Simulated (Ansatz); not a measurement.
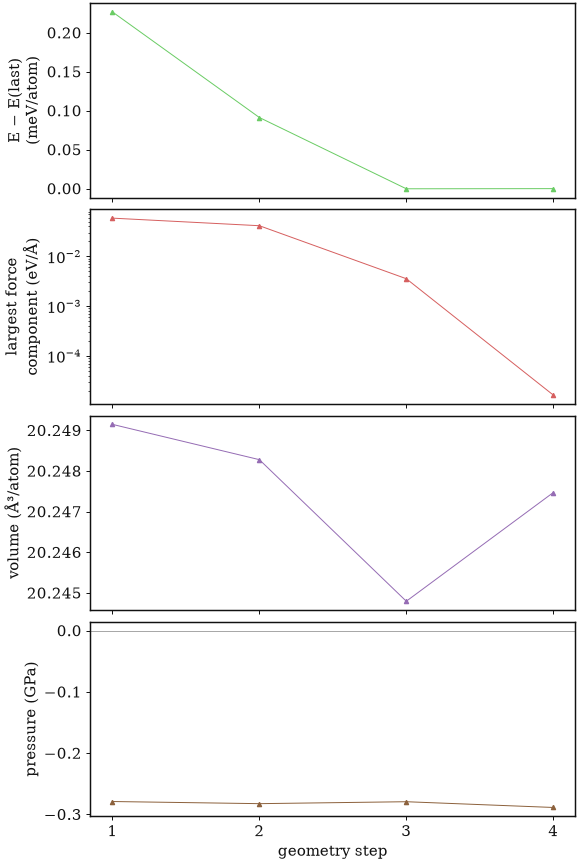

History of a geometry optimisation. A closing SCF on a freshly chosen basis isn't drawn.

The run: ZnS (Imm2, 4 atoms in the cell), by DFT PBE, scalar-relativistic, plane waves, PAW (Ansatz 0.2.0); cutoff 420 eV, 8×8×6 k-mesh, Gaussian smearing of 0.02 eV.

Q: How did the optimisation end?

A: The optimisation met its thresholds at geometry 4, counting the start as the first. The energy fell by about 0.23 meV/atom from the first step to the last. The largest force component goes from about 0.059 eV/Å at the start to 1.6 × 10⁻⁵ eV/Å at the end.

Q: Was the starting cell too large or too small?

A: The volume shrinks from 20.25 to 20.25 Å³ per atom (−0.0 %), as the pressure goes from −0.28 GPa to −0.29 GPa.
